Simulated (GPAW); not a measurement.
**AlN (F-43m): refractive index against wavelength**

The refractive index of AlN (F-43m) below the direct gap (4.17 eV on the mesh) is read from one computed spectrum, n = √(Re ε).

The structure is cubic, space group F-43m (No. 216). The conventional cell has a = 4.368 Å, b = 4.368 Å, c = 4.368 Å, α = 90.00°, β = 90.00°, γ = 90.00°. Al on site a is surrounded by 4 N at 1.89 Å. N on site d is surrounded by 4 Al at 1.89 Å.

Method: GPAW 26.7.0, LDA, RPA, k-mesh 14×14×14, local fields up to 50 eV, Lorentzian half width 0.15 eV.

Launch of the response step: `OMP_NUM_THREADS=1 python df.py`. The run took 19 s, its band step included, on 1 thread of Arm Neoverse V1, with other jobs on the host.

```
wavelength (nm)  photon energy E (eV)       n
           1310                 0.946  2.1283
           1064                 1.165  2.1344
            850                 1.459  2.1449
            700                 1.771  2.1591
            633                 1.959  2.1694
            532                 2.331       ?
            450                 2.755  2.2305
```

In the single-oscillator model n² − 1 = E₀E_d/(E₀² − E²), so 1/(n² − 1) = E₀/E_d − E²/(E₀E_d) is linear in E².

Working, on the rows shown:

| x = E² (eV²) | y = 1/(n² − 1) |
| --- | --- |
| 0.895757 | 0.283313 |
| 1.35784 | 0.281241 |
| 2.12762 | 0.277732 |
| 3.13716 | 0.273096 |
| 3.83641 | 0.269811 |
| 7.59115 | 0.251564 |

Means: x̄ = 3.1577, ȳ = 0.27279. Σ(x − x̄)(y − ȳ) = -0.1402, Σ(x − x̄)² = 29.53. Slope = -0.1402 / 29.53 = -0.004748; intercept = ȳ − slope · x̄ = 0.28779. Turned back into n, the line misses the rows shown by at most 0.00076.

Task: Fill in the last column of the withheld row.

Result: At x = 5.4314 the line gives y = 0.262, that is 2.1947. The run gave 2.1940, so the interpolation is off by 0.00073, 0.7 % of the range in the table.

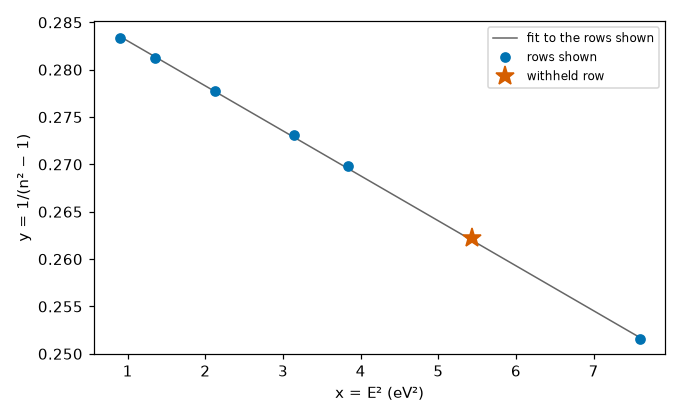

Refitted with all rows, the slope is -0.004736 and the intercept 0.28777. These give E₀ = √(intercept/−slope) = 7.80 eV and E_d = E₀/intercept = 27.1 eV; E₀ is 1.9 times the direct gap. The electronic limit at long wavelengths, without lattice vibrations, is n = √(1 + 1/intercept) = 2.115. Excitons are left out; LDA gaps are as a rule too small. The values come from a sum over the points of one k-mesh and carry its error, which grows as the direct gap shrinks. The local-field cutoff holds few shells of reciprocal vectors for this small cell, so ε∞ can read a few per cent high.

[Logs are printed without paths, hosts, clocks, repeated set-up lines and the standing remarks that a program may print on its own settings, such as how far it seeks lower states.]
